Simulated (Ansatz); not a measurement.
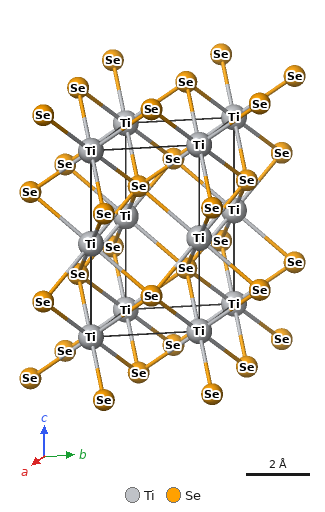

A crystal of TiSe (set up in P6_3/mmc), before the relaxation. The picture is a ball-and-stick view of the cell of the calculation, seen slightly off an axis.

These are results of DFT PBEsol, scalar-relativistic, plane waves, PAW in Ansatz 0.2.0, not measurements.

The input:
```yaml
crystal:
  lattice:
    - [3.5589980895, 0.0, 0.0]
    - [-1.7794990448, 3.0821827575, 0.0]
    - [0.0, 0.0, 6.22]
  atoms:
    - { symbol: Ti, position: [0.0, 0.0, 0.0], spin: 0.19 }
    - { symbol: Ti, position: [0.0, 0.0, 0.5], spin: 0.19 }
    - { symbol: Se, position: [0.3333333333, 0.6666666667, 0.25] }
    - { symbol: Se, position: [0.6666666667, 0.3333333333, 0.75] }
basis:
  ecutwfc: 420
kpoints:
  mp_grid: { grid: [12, 12, 8] }
hamiltonian:
  xc: pbesol
scf:
  occupations: { method: gaussian, width: 0.1 }
output:
  forces: true
  stress: true
  eigenvalues: true
  populations: true
magnetization:
  spin_polarized: true
relax:
  adjacent_minimum: "off"
  f_tol: 0.005
  max_steps: 80
  cell: { stress_tol: 0.05 }
```

Command:
```bash
ansatz run input.yaml --threads 1 --pin off --max-ram 2560MiB --backend cpu --events-out ev --progress --plain --runs-dir out
```

Q: Predict the outcome.

A: The atoms keep their places relative to the cell (all moves are under 0.005 Å). Cell: a = b 3.559 → 3.358 Å (−5.7 %), c 6.220 → 6.755 Å (+8.6 %). Volume −3.3 %. Some distances before and after: Ti1–Ti2 3.110 → 3.377 Å, Ti1–Se3 2.577 → 2.571 Å. Bond angles that change, for instance: Ti1–Se3–Ti2 74.2° → 82.1°, Se3–Ti1–Se4 92.6° → 98.5°, Ti1–Se3–Ti1 87.4° → 81.5°. The space group stays P6_3/mmc (No. 194). The energy falls by 64.3 meV per atom in 5 accepted moves (7 points after the start). All forces vanish by symmetry, so only the cell relaxes. The pressure goes from −0.71 to −0.03 GPa. The SCF was repeated twice at an unchanged geometry on a basis and grid sized afresh for the cell, which shifted the energy by 0.2 meV per atom at most. The program noted that the starting moments weren't kept.

After the run, drawn alike:

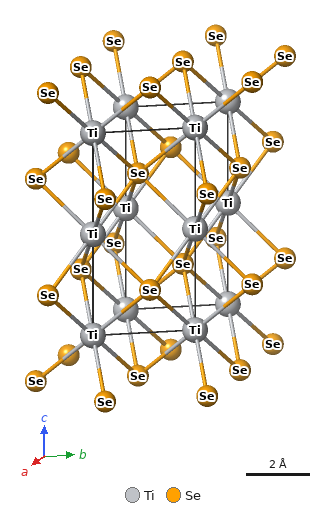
